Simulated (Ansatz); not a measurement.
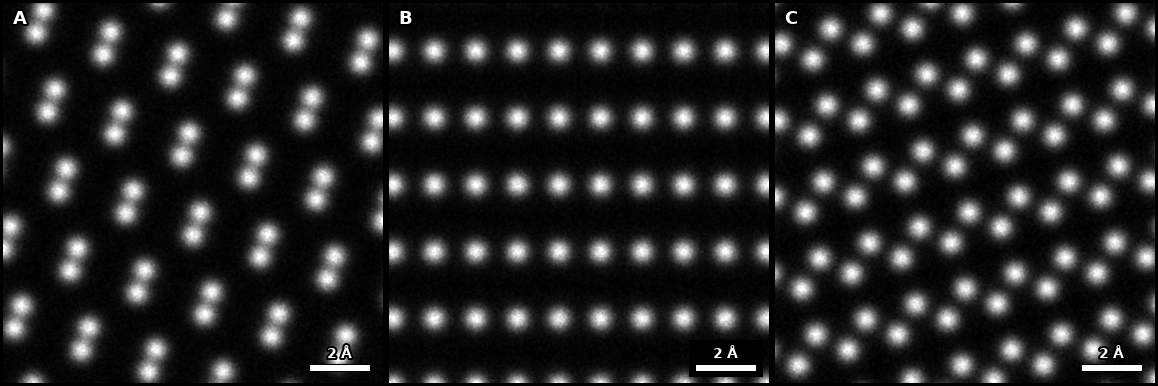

Three views of Al (P6_3/mmc, No. 194) along different zone axes. Simulation: incoherent imaging, intensity Z^1.6 per atom, probe width 0.57 Å, thin sample. The probe carries 25 % of its weight in a tail 2.5 times as wide. Shot noise was added. Model: coordinates from a relaxation at fixed volume with Ansatz, DFT r2SCAN, scalar-relativistic, plane waves, PAW; the starting structure was generated, so it need not be a known form of this composition.

```yaml
crystal:
  lattice:
    - [2.84385, 0.00000, 0.00000]
    - [-1.42193, 2.46285, 0.00000]
    - [0.00000, 0.00000, 4.57607]
  atoms:
    - { symbol: Al, position: [0.33333, 0.66667, 0.75000] }
    - { symbol: Al, position: [0.66667, 0.33333, 0.25000] }
```

Q: Match the panels to the zone axes [101], [201] and [210].

A is [101]: projected cell 2.42 × 2.74 Å, 116°, plane group c2mm. B is [210]: projected cell 1.42 × 2.29 Å, 90°, plane group p2mm. C is [201]: projected cell 1.78 × 2.62 Å, 110°, plane group c2mm.
